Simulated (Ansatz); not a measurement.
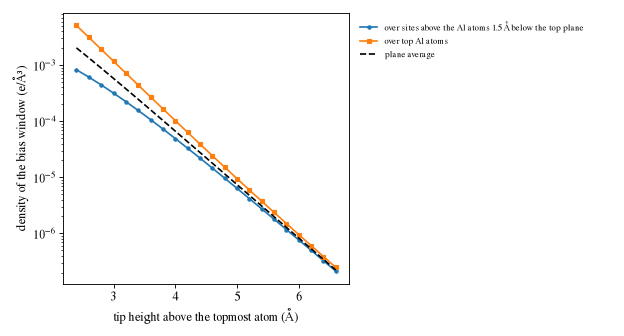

Approach curves over Al2Au(111) (Fm-3m bulk, 11 atomic planes (those closer than 0.6 Å count as one), 12 Å, Al-terminated, slab composition Al8Au3) at a sample bias of +1.00 V.

Images follow the Tersoff–Hamann model: the current is the local density of the sample's states between the Fermi level and the bias, at the tip's centre. Bias windows are sharp sums over the levels of the k mesh.

Computed with DFT LDA, scalar-relativistic, plane waves, PAW (Ansatz). Cutoff 420 eV, 18 × 18 k-points, Gaussian smearing 0.1 eV, dipole correction. The slab is a cut without reconstruction beyond its cell, at the source's lattice constants, with its lower half held fixed and the rest relaxed. No spin polarisation. Spin–orbit coupling is left out; with Au it can shift levels and gaps. The run warns that the functional's potential is rough in the thin density of the vacuum, where the tip is; weak contrasts and barriers may feel it.

### How fast does the current decay, and what apparent barrier height does that imply?

Near 4 Å the plane average falls as exp(−2.19 z/Å), a factor of 8.9 per ångström, which gives an apparent barrier of 4.6 eV (0.952 eV Å² times the slope squared). The vacuum level lies 4.57 eV above zero bias. The upper edge of the window lies 3.57 eV under it. The apparent barrier is above 3.57 eV. At 4 Å the 0.50 eV of states nearest the upper edge carry 57 % of the density.
